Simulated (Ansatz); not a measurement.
System: TaAs, space group I4_1md (No. 109).

Structure:
```xyz
4
Lattice="-1.7218 1.7218 5.8679 1.7218 -1.7218 5.8679 1.7218 1.7218 -5.8679" Properties=species:S:1:pos:R:3 pbc="T T T"
Ta    0.0000    0.0000    5.8676
Ta    1.7218    0.0000    2.9336
As    0.0000    0.0000    0.9698
As    0.0000    1.7218    3.9037
```

Method: plane-wave DFT, no spin polarisation; energies at scaled volumes of the given cell, shape and fractions fixed, counted from the fit's minimum, third-order Birch-Murnaghan fit (Ansatz 0.2.0). Level: PBE.

k mesh 11×11×11; occupations Fermi–Dirac; smearing width 0.05 eV; potentials Ansatz PAW; wave cutoff 420 eV; density cutoff 1680 eV.

Describe the result: the energy and pressure against volume. The volume takes the values 16.35, 16.70, 17.05, 17.40, 17.74, 18.09, 18.44 Å³/atom.

A third-order Birch–Murnaghan fit gives V0 = 17.60 Å³/atom, B0 = 177 GPa and B′ = 4.4. The energy is 55.94 meV/atom at volume 16.35 Å³/atom and 20.27 meV/atom at 18.44 Å³/atom; the lowest computed point is at volume 17.74 Å³/atom (0.62 meV/atom), and no other minimum shows. The pressure falls from 15.33 GPa at volume 16.35 Å³/atom to −7.43 GPa at 18.44 Å³/atom, and changes sign near 17.61 Å³/atom.

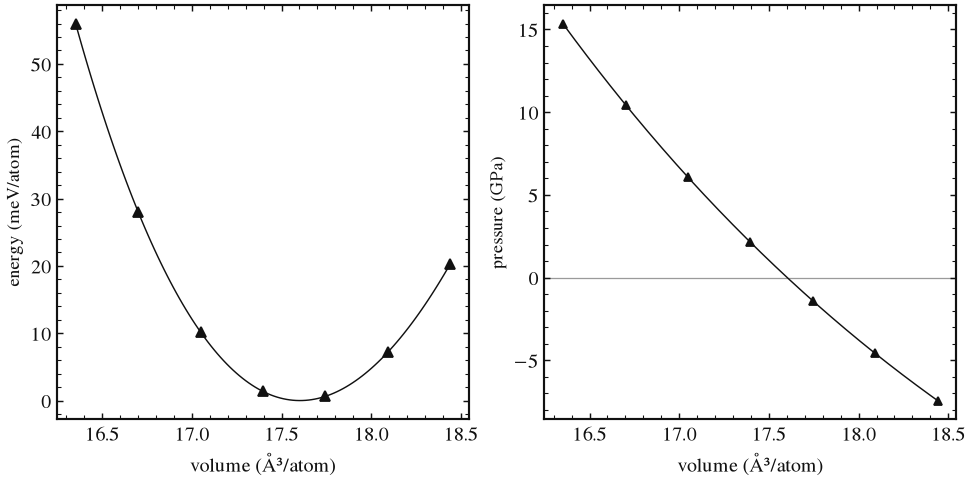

Keep in mind: shape and atomic fractions are frozen while scaling, which makes layered, chain and framework solids too stiff.
